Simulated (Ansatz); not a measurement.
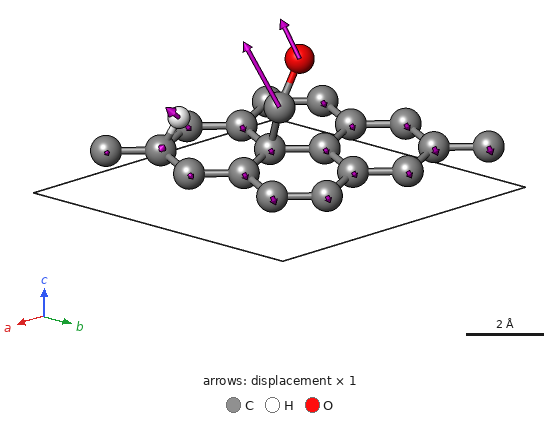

This is a relaxation of a slab of composition HC19O. The starting structure is drawn; purple arrows show the displacements, at their true length.

A ball-and-stick model of the cell of the calculation, outlined in the plane, without the vacuum (origin shifted), seen from a free direction.

It is HCO on graphene monolayer, set down by a guess. The run prepares an end point of a later path (dissociation) calculation, from a guessed geometry.

The calculation used DFT PBEsol, scalar-relativistic, plane waves, PAW in Ansatz 0.2.0. Settings: plane-wave cutoff 420 eV; k-point mesh 2 × 2 × 1; occupations fermi dirac; smearing width 0.05 eV; collinear spin; atoms relaxed in a fixed cell; force threshold 0.03 eV/Å; at most 60 steps.

### Which element moves most?

Carbon: up to 1.97 Å, against 1.17 Å for oxygen.

### What happened in the run?

The largest move relative to the layer's centre is that of a C atom, 1.97 Å at 40° to the normal (+c side). Largest moves by element: C 1.97 Å, O 1.17 Å, H 0.52 Å. The cell doesn't change. Among the contacts that change: C–C 1.949 → 3.887 Å, C–C 1.564 → 3.289 Å, C–C 1.949 → 3.635 Å, C–O 1.373 → 1.133 Å. Bonds break: C–C (1.56 → 3.29 Å). Among the angles between lasting bonds that change: C–C–H 77.4° → 102.5°, C–C–H 77.4° → 102.3°, C–C–H 115.8° → 103.5°. After 32 accepted moves (38 points after the start) the energy has fallen by 5.474 eV per cell of the calculation. Largest force component: 9.9 eV/Å at the start, 0.013 eV/Å at the end. The line search rejected the trial steps at points 20, 23, 29, 32, 36 of the run. 1 step only repeated the SCF at the same geometry. The forces were under the threshold at step 27, but the run went on from there.

Limits of the set-up: the periodic images lie only 7.4 Å apart, so the values are limited by the cell's size.
